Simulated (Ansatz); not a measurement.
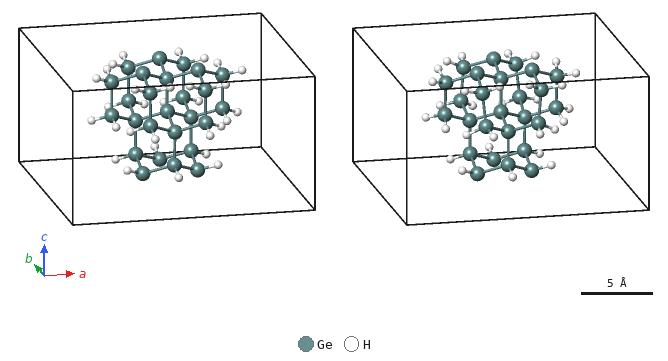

Two geometries of a wire of composition Ge26H30, drawn at one scale. One is the start of a relaxation, the other its converged end. A ball-and-stick model of the cell of the calculation, with the vacuum cut short (origin shifted), seen slightly off an axis.

The calculation used Ansatz, DFT, PBEsol, PAW, plane waves. (plane-wave cutoff 420 eV; k-point mesh 1 × 1 × 3; no spin polarisation; atoms relaxed in a fixed cell; force threshold 0.03 eV/Å; at most 80 steps)

Which geometry has the lower energy?

The right one is the relaxed one. After 4 geometry steps the energy has fallen by 1.605 eV per cell of the calculation. The largest force component goes from 1.1 to 0.019 eV/Å. The atom that moves furthest relative to the layer's centre is an H atom (0.42 Å). Largest moves by element: H 0.42 Å, Ge 0.19 Å. The cell doesn't change. Near-neighbour distances that change, for instance: Ge–H 1.640 → 1.546 Å, Ge–Ge 2.535 → 2.446 Å, Ge–H 1.622 → 1.542 Å, Ge–Ge 2.502 → 2.430 Å. Among the angles between lasting bonds that change: Ge–Ge–Ge 110.6° → 102.6°, Ge–Ge–Ge 110.2° → 102.9°, Ge–Ge–Ge 108.7° → 102.8°. Cost: 8.3 s on 1 × NVIDIA GB200 with 8 threads of Arm Neoverse-V2, peak memory 2.5 GiB.
